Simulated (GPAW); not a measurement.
System: rocksalt PbTe, space group Fm-3m (No. 225), 2 atoms in the primitive cell; cubic a = 6.462 Å. Starting point: LDA, the program's PAW data sets (release 1.2.1) made for this functional, no spin polarisation, no spin-orbit coupling, 4×4×4 k mesh, 450 eV cutoff, Fermi-Dirac smearing of 0.001 eV (GPAW 26.7.0). Many-body step: G0W0 with response cutoff 100 eV, frequency model plasmon pole and response bands 153, extrapolated in the response cutoff.

In LDA the smallest gap over these k points is 0.62 eV, with direct gaps of 0.62 eV at L and 5.32 eV at Γ.

Q: What does G0W0 give?

A: Over the k points that were corrected, the smallest gap goes from 0.62 eV in LDA (direct at L) to 0.91 eV in G0W0 (direct at L), a change of +0.29 eV (+48 %). Counted from the valence top, the lowest empty level moves by +0.29 eV at L and +0.40 eV at Γ: a spread of 0.11 eV on a mean of 0.35 eV, so one scissor shift describes this level only roughly. Only two empty levels a point were corrected, so a higher one could drop under them. The top filled level also moves against the valence top, by −0.16 eV at Γ. The quasiparticle weight (renormalisation factor) lies between 0.77 and 0.80 for the top filled and first empty levels.

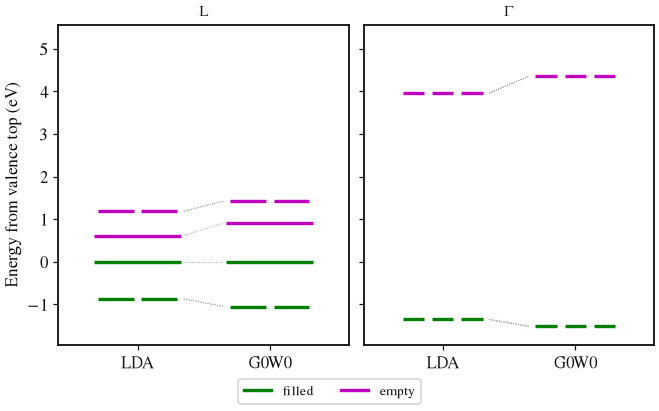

Levels at L and Γ in LDA and in G0W0, each set counted from its own valence top. Degenerate partners of corrected states are drawn at the same energy.

| k point | LDA direct gap (eV) | G0W0 direct gap (eV) |
| --- | --- | --- |
| L | 0.62 | 0.91 |
| Γ | 5.32 | 5.87 |

The k mesh is coarse (spacing up to 0.42 Å⁻¹), so the values aren't converged. The quasiparticle gap is taken among the few k points that were corrected. The long-wavelength limit can be off by a per cent or two. Spin-orbit coupling is left out, which matters for Pb and Te. The mesh is finite, so these values aren't fully converged.
